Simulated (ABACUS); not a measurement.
## Band-structure run of PbTe (part 2 of 2)

Continued. System: PbTe (Fm-3m, 2 atoms in the cell). Method: Kohn-Sham DFT of a periodic cell, revPBE, PseudoDojo NC SR 0.4.1 PBE standard, no spin polarisation (ABACUS 3.10.1); cutoff 1129.27 eV, 6×6×6 k-mesh, fermi-dirac of 0.05 eV. The structure derives from an entry of the Crystallography Open Database.

Geometry of the input (Å; fractional positions):
```
0.0000  3.2310  3.2310
3.2310  0.0000  3.2310
3.2310  3.2310  0.0000
Pb 0.0000  0.0000  0.0000
Te 0.5000  0.5000  0.5000
```

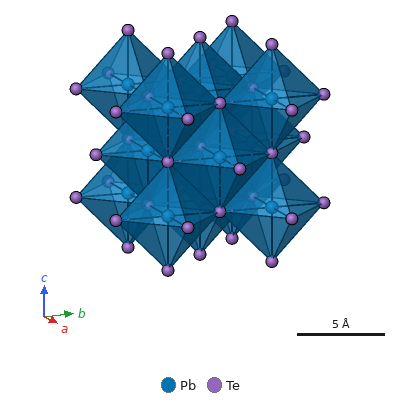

Fig. 1: The structure as given in the input (polyhedral view of the cell 4 times as large as that of the calculation, set on its symmetry axes, seen slightly off an axis; polyhedra are completed across the faces of the cell).

### Log, continued
```
----------------------------------------------------------

 PW ALGORITHM --------------- ION=   1  ELEC=   2--------------------------------

 Density error is 0.00209157865841
                          Error Threshold = 0.000112144815539
----------------------------------------------------------
     Energy           Rydberg                 eV
----------------------------------------------------------
 E_KohnSham     -350.6644560116      -4771.0346878277
 E_Harris       -350.9460236718      -4774.8656123787
 E_Fermi        0.6989769915         9.5100698549
----------------------------------------------------------

 PW ALGORITHM --------------- ION=   1  ELEC=   3--------------------------------

 Density error is 0.000200226578981
                          Error Threshold = 6.97192886138e-06
----------------------------------------------------------
     Energy           Rydberg                 eV
----------------------------------------------------------
 E_KohnSham     -350.6649904871      -4771.0419597400
 E_Harris       -350.6481083331      -4770.8122662513
 E_Fermi        0.6982666204         9.5004047605
----------------------------------------------------------

 PW ALGORITHM --------------- ION=   1  ELEC=   4--------------------------------

 Density error is 3.99630726488e-06
                          Error Threshold = 6.67421929935e-07
----------------------------------------------------------
     Energy           Rydberg                 eV
----------------------------------------------------------
 E_KohnSham     -350.6650218271      -4771.0423861426
 E_Harris       -350.6560996591      -4770.9209938193
 E_Fermi        0.6993316021         9.5148945804
----------------------------------------------------------

 PW ALGORITHM --------------- ION=   1  ELEC=   5--------------------------------

 Density error is 2.02481447923e-07
                          Error Threshold = 1.33210242163e-08
----------------------------------------------------------
     Energy           Rydberg                 eV
----------------------------------------------------------
 E_KohnSham     -350.6650232701      -4771.0424057758
 E_Harris       -350.6629212420      -4771.0138062160
 E_Fermi        0.6996166676         9.5187730951
----------------------------------------------------------

 PW ALGORITHM --------------- ION=   1  ELEC=   6--------------------------------

 Density error is 1.32594252851e-08
                          Error Threshold = 6.74938159743e-10
----------------------------------------------------------
     Energy           Rydberg                 eV
----------------------------------------------------------
 E_KohnSham     -350.6650233584      -4771.0424069773
 E_Harris       -350.6642736777      -4771.0322070479
 E_Fermi        0.6996952472         9.5198422248
----------------------------------------------------------

 PW ALGORITHM --------------- ION=   1  ELEC=   7--------------------------------

 Density error is 1.73121419016e-09
                          Error Threshold = 4.41980842838e-11
----------------------------------------------------------
     Energy           Rydberg                 eV
----------------------------------------------------------
 E_KohnSham     -350.6650233668      -4771.0424070921
 E_KS(sigma->0) -350.6650228554      -4771.0424001335
 E_Harris       -350.6647861375      -4771.0391794220
 E_band         -22.4183888460       -305.0178282853
 E_one_elec     -133.5512321444      -1817.0577320841
 E_Hartree      81.9830601109        1115.4367569841
 E_xc           -89.4111594075       -1216.5012327285
 E_Ewald        -209.6856909029      -2852.9201853464
 E_entropy(-TS) -0.0000010229        -0.0000139171
 E_descf        0.0000000000         0.0000000000
 E_exx          0.0000000000         0.0000000000
 E_Fermi        0.6997075054         9.5200090070
----------------------------------------------------------

 charge density convergence is achieved
 final etot is -4771.0424071 eV
 EFERMI = 9.520009007 eV
The vacuum level is 7.808332145 eV

 STATE ENERGY(eV) AND OCCUPATIONS    NSPIN == 1
 1/16 kpoint (Cartesian) = 0.0000 0.0000 0.0000 (1455 pws)
       1       -27.1215     0.00925926
       2       -27.1215     0.00925926
       3       -27.1171     0.00925926
       4       -27.1171     0.00925926
       5       -27.1171     0.00925926
       6       -7.64339     0.00925926
       7       -7.64339     0.00925926
       8       -7.63891     0.00925926
       9       -7.63891     0.00925926
      10       -7.63891     0.00925926
      11       -2.88310     0.00925926
      12        3.55284     0.00925926
      13        7.77577     0.00925926
      14        7.77577     0.00925926
      15        7.77577     0.00925926
      16        13.2527    3.50777e-35
      17        13.2527    3.50777e-35
      18        13.2527    3.50777e-35
      19        14.9519    6.10306e-50
      20        14.9519    6.10306e-50
      21        14.9519    6.10306e-50
      22        16.6847    5.42717e-65
      23        16.7935    6.15985e-66
      24        17.1591    4.11312e-69
      25        17.1591    4.11312e-69

 2/16 kpoint (Cartesian) = 0.025792 0.025792 0.025792 (1460 pws)
       1       -27.1214      0.0740741
       2       -27.1214      0.0740741
       3       -27.1170      0.0740741
       4       -27.1169      0.0740741
       5       -27.1169      0.0740741
       6       -7.64712      0.0740741
       7       -7.64712      0.0740741
       8       -7.63827      0.0740741
       9       -7.63489      0.0740741
      10       -7.63489      0.0740741
      11       -2.64680      0.0740741
      12        2.81963      0.0740741
      13        7.84530      0.0740741
      14        7.84530      0.0740741
      15        8.16873      0.0740741
      16        12.0725    4.99623e-24
      17        12.2955    5.78216e-26
      18        12.2955    5.78216e-26
      19        14.8623    2.93387e-48
      20        15.4722    1.47819e-53
      21        15.4722    1.47819e-53
      22        18.2519    1.06056e-77
      23        18.5743    1.67916e-80
      24        18.5936    1.14046e-80
      25        18.5936    1.14046e-80

 3/16 kpoint (Cartesian) = 0.051584 0.051584 0.051584 (1466 pws)
       1       -27.1213      0.0740741
       2       -27.1213      0.0740741
       3       -27.1169      0.0740741
       4       -27.1167      0.0740741
       5       -27.1167      0.0740741
       6       -7.65540      0.0740741
       7       -7.65540      0.0740741
       8       -7.63718      0.0740741
       9       -7.62601      0.0740741
      10       -7.62601      0.0740741
      11       -2.00169      0.0740741
      12        1.41782      0.0740741
      13        8.05378      0.0740741
      14        8.05378      0.0740741
      15        8.75101      0.0740741
      16        10.6320    1.62457e-11
      17        10.9946    1.15274e-14
      18        10.9946    1.15274e-14
      19        15.8305    1.14073e-56
      20        16.8706    1.05399e-65
      21        16.8706    1.05399e-65
      22        20.2150        0.00000
      23        21.2851        0.00000
      24        21.2851        0.00000
      25        21.8385        0.00000

 4/16 kpoint (Cartesian) = 0.077375 0.077375 0.077375 (1460 pws)
       1       -27.1213      0.0370370
       2       -27.1213      0.0370370
       3       -27.1168      0.0370370
       4       -27.1166      0.0370370
       5       -27.1166      0.0370370
       6       -7.65957      0.0370370
       7       -7.65957      0.0370370
       8       -7.63672      0.0370370
       9       -7.62151      0.0370370
      10       -7.62151      0.0370370
      11       -1.44929      0.0370370
      12       0.553266      0.0370370
      13        8.22249      0.0370370
      14        8.22249      0.0370370
      15        9.12930      0.0370221
      16        9.90845    1.56488e-05
      17        10.4140    6.36098e-10
      18        10.4140    6.36098e-10
      19        17.6179    1.70245e-72
      20        18.4868    4.83304e-80
      21        18.5300    2.03778e-80
      22        18.5300    2.03778e-80
      23        19.7888        0.00000
      24        19.7888        0.00000
      25        24.2686        0.00000

 5/16 kpoint (Cartesian) = 0.0000 0.0000 0.051584 (1458 pws)
       1       -27.1214      0.0555556
       2       -27.1214      0.0555556
       3       -27.1171      0.0555556
       4       -27.1168      0.0555556
       5       -27.1168      0.0555556
       6       -7.65514      0.0555556
       7       -7.64130      0.0555556
       8       -7.64066      0.0555556
       9       -7.63295      0.0555556
      10       -7.63295      0.0555556
      11       -2.56897      0.0555556
      12        2.78215      0.0555556
      13        7.34530      0.0555556
      14        7.34530      0.0555556
      15        8.77403      0.0555555
      16        10.9097    4.72184e-14
      17        13.3655    2.20406e-35
      18        13.3655    2.20406e-35
      19        13.8188    2.54610e-39
      20        16.3195    4.84743e-61
      21        16.3195    4.84743e-61
      22        17.2477    4.19827e-69
      23        17.4637    5.57992e-71
      24        18.5807    1.10741e-80
      25        20.8121        0.00000

 6/16 kpoint (Cartesian) = 0.025792 0.025792 0.077375 (1454 pws)
       1       -27.1214       0.222222
       2       -27.1213       0.222222
       3       -27.1170       0.222222
       4       -27.1166       0.222222
       5       -27.1166       0.222222
       6       -7.66638       0.222222
       7       -7.64441       0.222222
       8       -7.64054       0.222222
       9       -7.62751       0.222222
      10       -7.62438       0.222222
      11       -2.06319       0.222222
      12        1.86548       0.222222
      13        7.18414       0.222222
      14        7.26073       0.222222
      15        7.93601       0.222222
      16        11.3729    1.79091e-17
      17        12.6015    3.81626e-28
      18        12.7230    3.35824e-29
      19        14.0570    8.69700e-41
      20        17.3995    8.05658e-70
      21        17.6884    2.49723e-72
      22        18.9551    2.48314e-83
      23        19.1915    2.19277e-85
      24        21.1140        0.00000
      25        22.0657        0.00000

[... levels at 10 further k points ...]

------------------------------------------------------------------------------------------
 TOTAL-FORCE (eV/Angstrom)
------------------------------------------------------------------------------------------
                       Pb1         0.0000000000         0.0000000000         0.0000000000
                       Te1         0.0000000000         0.0000000000         0.0000000000
------------------------------------------------------------------------------------------

----------------------------------------------------------------
 TOTAL-STRESS (KBAR)
----------------------------------------------------------------
        32.4806937966         0.0000000000        -0.0000000000
         0.0000000000        32.4806937966        -0.0000000000
         0.0000000000        -0.0000000000        32.4806937966
----------------------------------------------------------------
 TOTAL-PRESSURE: 32.480694 KBAR

 --------------------------------------------
 !FINAL_ETOT_IS -4771.0424070920835220 eV
 --------------------------------------------
```

### Standard output
```
ABACUS v3.10.1

               Atomic-orbital Based Ab-initio Computation at UStc

 dft_functional readin is: revpbe
 dft_functional in pseudopot file is: PBE
 Please make sure this is what you need
 dft_functional readin is: revpbe
 dft_functional in pseudopot file is: PBE
 Please make sure this is what you need

%%%%%%%%%%%%%%%%%%%%%%%%%%%%%%%%%%%%%%%%%%%%%%%%%%%%%%%%%%%%%%%%%%%%%%%%%%%%%%%%%%%%%%%%%%%%%%%%%%%%%%%%%
 Warning: the number of valence electrons in pseudopotential > 4 for Pb: [Xe] 4f14 5d10 6s2 6p2
 Warning: the number of valence electrons in pseudopotential > 6 for Te: [Kr] 4d10 5s2 5p4
 Pseudopotentials with additional electrons can yield (more) accurate outcomes, but may be less efficient.
 If you're confident that your chosen pseudopotential is appropriate, you can safely ignore this warning.
%%%%%%%%%%%%%%%%%%%%%%%%%%%%%%%%%%%%%%%%%%%%%%%%%%%%%%%%%%%%%%%%%%%%%%%%%%%%%%%%%%%%%%%%%%%%%%%%%%%%%%%%%

 UNIFORM GRID DIM        : 54 * 54 * 54
 UNIFORM GRID DIM(BIG)   : 54 * 54 * 54
 ---------------------------------------------------------
 Self-consistent calculations for electrons
 ---------------------------------------------------------
 SPIN    KPOINTS         PROCESSORS  THREADS
 1       16              4           4
 ---------------------------------------------------------
 Use plane wave basis
 ---------------------------------------------------------
 ELEMENT NATOM       XC
 Pb      1
 Te      1
 ---------------------------------------------------------
 Initial plane wave basis and FFT box
 ---------------------------------------------------------
 -------------------------------------------
 SELF-CONSISTENT :
 -------------------------------------------
 START CHARGE      : atomic
 ITER       ETOT/eV          EDIFF/eV         DRHO     TIME/s
 DA1     -4.77093071e+03   0.00000000e+00   3.3643e-02   3.85
 DA2     -4.77103469e+03  -1.03982427e-01   2.0916e-03   1.49
 DA3     -4.77104196e+03  -7.27191223e-03   2.0023e-04   1.49
 DA4     -4.77104239e+03  -4.26402573e-04   3.9963e-06   1.65
 DA5     -4.77104241e+03  -1.96332415e-05   2.0248e-07   1.94
 DA6     -4.77104241e+03  -1.20149680e-06   1.3259e-08   1.98
 DA7     -4.77104241e+03  -1.14792609e-07   1.7312e-09   1.78
----------------------------------------------------------------
 TOTAL-STRESS (KBAR)
----------------------------------------------------------------
        32.4806937966         0.0000000000        -0.0000000000
         0.0000000000        32.4806937966        -0.0000000000
         0.0000000000        -0.0000000000        32.4806937966
----------------------------------------------------------------
 TOTAL-PRESSURE: 32.480694 KBAR
```

### Summary

- outcome: converged
- space group (tolerance 0.01 Å): Fm-3m (225)
- electrons treated: 30
- free energy: −4771.0424 eV
- Fermi energy of the self-consistent step: 9.520 eV
- gap on the k-point mesh: 0.78 eV
- pressure: 3.25 GPa
- largest force (length of the vector): under 0.001 eV/Å
- hardware: 4 threads of Intel Xeon (Sapphire Rapids), 16 GiB of memory available, shared host
- wall time: 17 s (CPU time 64 s)
- peak memory: 0.36 GiB

Spin–orbit coupling is left out, which matters for Pb.
